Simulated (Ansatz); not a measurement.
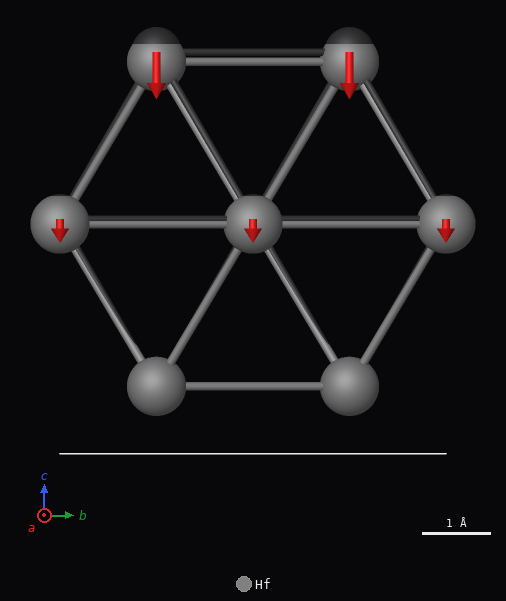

This is a constrained relaxation of a slab of composition Hf (cut from the Im-3m phase). The starting structure is drawn faded, the final one solid; red arrows show the displacements, 5 times their true length.

A ball-and-stick model of the cell of the calculation, outlined in the plane, without the vacuum, seen along the a axis.

Case: clean slab, lower planes held. The slab is the (1 1 0) face of Hf. 4 atoms are held fixed.

Computed with Ansatz 0.2.0, DFT PBE+D3(BJ), scalar-relativistic, plane waves, PAW.

The input:
```yaml
crystal:
  lattice:
    - [6.0703438126, 0.0, 0.0]
    - [-2.0234479375, 5.723175032, 0.0]
    - [0.0, 0.0, 20.956414968]
  atoms:
    - { symbol: Hf, position: [0.25, 0.25, 0.3817446835] }
    - { symbol: Hf, position: [0.25, 0.75, 0.3817446835] }
    - { symbol: Hf, position: [0.75, 0.25, 0.3817446835] }
    - { symbol: Hf, position: [0.75, 0.75, 0.3817446835] }
    - { symbol: Hf, position: [0.5, 0.5, 0.5] }
    - { symbol: Hf, position: [0.5, 0.0, 0.5] }
    - { symbol: Hf, position: [0.0, 0.5, 0.5] }
    - { symbol: Hf, position: [0.0, 0.0, 0.5] }
    - { symbol: Hf, position: [0.75, 0.75, 0.6182553165] }
    - { symbol: Hf, position: [0.75, 0.25, 0.6182553165] }
    - { symbol: Hf, position: [0.25, 0.75, 0.6182553165] }
    - { symbol: Hf, position: [0.25, 0.25, 0.6182553165] }
basis:
  ecutwfc: 420
kpoints:
  mp_grid: { grid: [3, 3, 1] }
hamiltonian:
  xc: pbe
  dispersion: d3bj
scf:
  occupations: { method: gaussian, width: 0.1 }
output:
  forces: true
  eigenvalues: true
  write_density: true
  write_potential: true
  elf: true
  volumetric_format: npy
relax:
  adjacent_minimum: "off"
  f_tol: 0.03
  max_steps: 70
  constraints: [{ sites: [0, 1, 2, 3] }]
efield:
  axis: 3
  dipole_correction: true
  ramp_width: 0.04
```

Command:
```bash
ansatz run input.yaml --threads 4 --pin off --max-ram 12288MiB --backend cpu --events-out ev --progress --plain --runs-dir out
```

Q: What did the optimiser do to the structure, and how much energy did it gain?

A: The largest moves, 0.14 Å, are those of Hf9, Hf10, Hf11 and Hf12. Hf9 goes along the normal (−c). The cell stays as it was. Among the contacts that change: Hf1–Hf5 3.035 → 2.978 Å, Hf1–Hf6 3.505 → 3.455 Å. Over 2 accepted moves (3 points after the start) the energy falls by 75.0 meV per cell of the calculation. The largest force component goes from 0.27 to 0.0041 eV/Å. 1 step only repeated the SCF at the same geometry.
